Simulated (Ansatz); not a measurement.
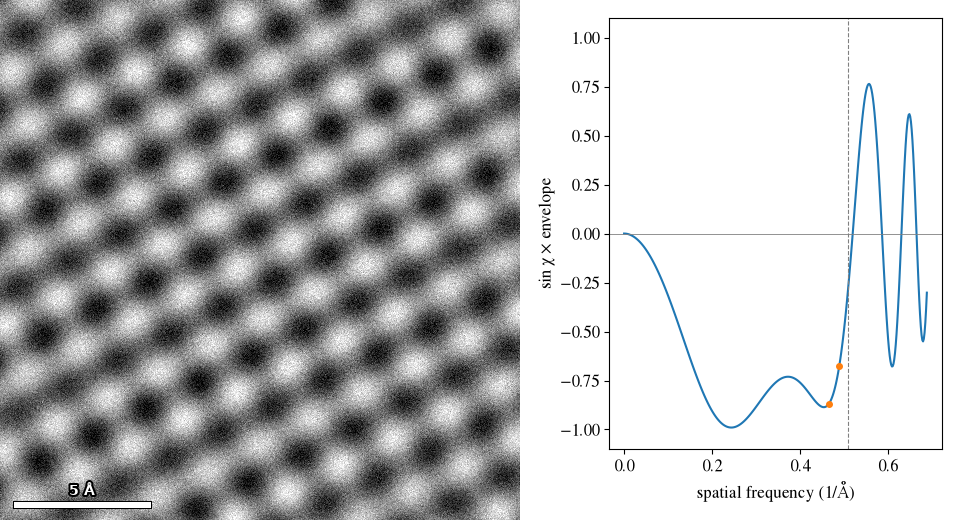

Phase-contrast TEM-like image of Ni (P6_3/mmc, No. 194) along [100]. Simulated in the weak-phase-object approximation with neutral-atom potentials: 200 kV, Cs = 0.50 mm, defocus −425 Å (negative is underfocus), defocus spread 30 Å, aperture 0.51 1/Å. Shot noise was added. Structure: the end point of a relaxation at fixed volume with DFT PBE, spin-orbit coupling, plane waves, PAW in Ansatz; the starting structure was generated, so it need not be a known form of this composition.

The plot gives the contrast transfer function, the aperture (dashed) and the crystal's spatial frequencies that carry visible contrast (dots).

Question: Do the atom columns appear dark or bright, and why?

Answer: Dark. With positive Cs and underfocus sin χ is negative over the pass band, so the strongest columns (Ni) come out darker than the background.

Question: What point resolution do these settings give, and which lattice spacings pass?

Answer: About 2.0 Å (0.66 |Cs|^(1/4) λ^(3/4) with λ = 0.0251 Å). The spacings that carry visible contrast are {100} at 2.15 Å, {002} at 2.04 Å.
